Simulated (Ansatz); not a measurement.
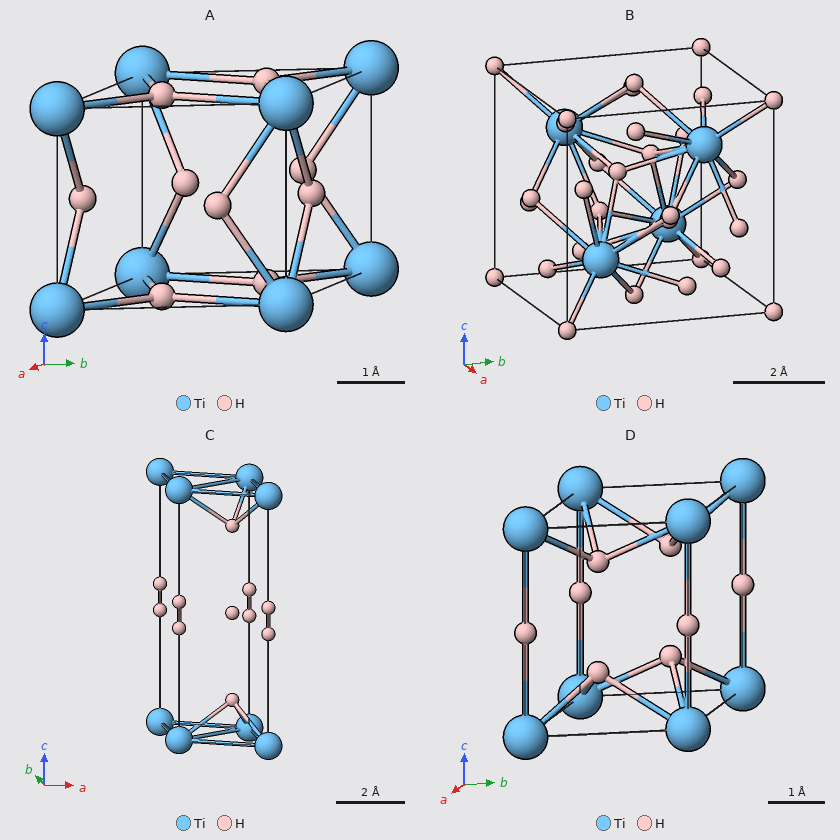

Four structures of TiH5, each relaxed to rest (conventional cells in solid outline, small ones repeated, each panel with its own scale). Method: DFT PBE, scalar-relativistic, plane waves, PAW (Ansatz), without spin polarisation.

Question: Give the type and space group of each panel.

Answer: A: 6 atoms a cell on a primitive hexagonal lattice, P-62m; B: 24 atoms a cell on a face-centred cubic lattice, F-43m; C: 6 atoms a cell on a primitive hexagonal lattice, P-6m2; D: 6 atoms a cell on a primitive hexagonal lattice, P6/mmm.

Question: Which of these is lowest in energy, and how far above it do the others lie?

Answer: D, then A (+96 meV/atom), B (+293 meV/atom) and C (+399 meV/atom), energies at zero smearing.

Question: Collect the results in a table.

Answer:
| panel | structure | E − E(lowest) (meV/atom) | volume (Å³/atom) | gap (eV) |
| --- | --- | --- | --- | --- |
| D | P6/mmm | 0 | 5.1 | metal |
| A | P-62m | 96 | 5.3 | metal |
| B | F-43m | 293 | 4.8 | metal |
| C | P-6m2 | 399 | 8.5 | metal |

Some of these may be structure types tried for this composition rather than known phases, and the most stable form need not be among them. Gaps are taken on the k-mesh or band path of each run.
